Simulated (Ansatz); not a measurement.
Structure (in its standard cell), the input geometry of an electronic-structure calculation (not necessarily at equilibrium); the starting structure was generated, so it need not be a known form of this composition:

```
Cu
1.0
     2.86526    0.00000    0.00000
     0.00000    2.86526    0.00000
     0.00000    0.00000    2.86526
Cu
2
Cartesian
  0.0000 0.0000 0.0000
  1.4326 1.4326 1.4326
```

Question: What does the kinematic electron diffraction pattern along [111] look like at 100 kV (B = 0.5 Å²)?

Answer: The spots form a hexagonal net with both shortest vectors at d = 2.03 Å, 60.0° apart. They are -1 1 0 and -1 0 1. The pattern has symmetry 6mm. No reflection of this zone is absent.

Strongest reflections with d > 0.80 Å, one of each family (|F|² from tabulated Gaussian fits of the electron scattering factors, times a small damping for the curvature of the Ewald sphere):

```json
{"hkl": "1 0 -1", "d (Å)": "2.026", "I (strongest = 100)": "100"}
{"hkl": "2 -1 -1", "d (Å)": "1.170", "I (strongest = 100)": "33"}
{"hkl": "2 0 -2", "d (Å)": "1.013", "I (strongest = 100)": "23"}
```

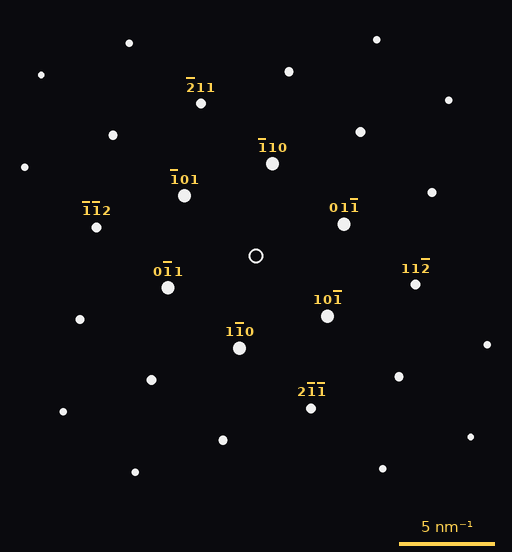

Calculated pattern, seen from the source side with [111] pointing towards the source.
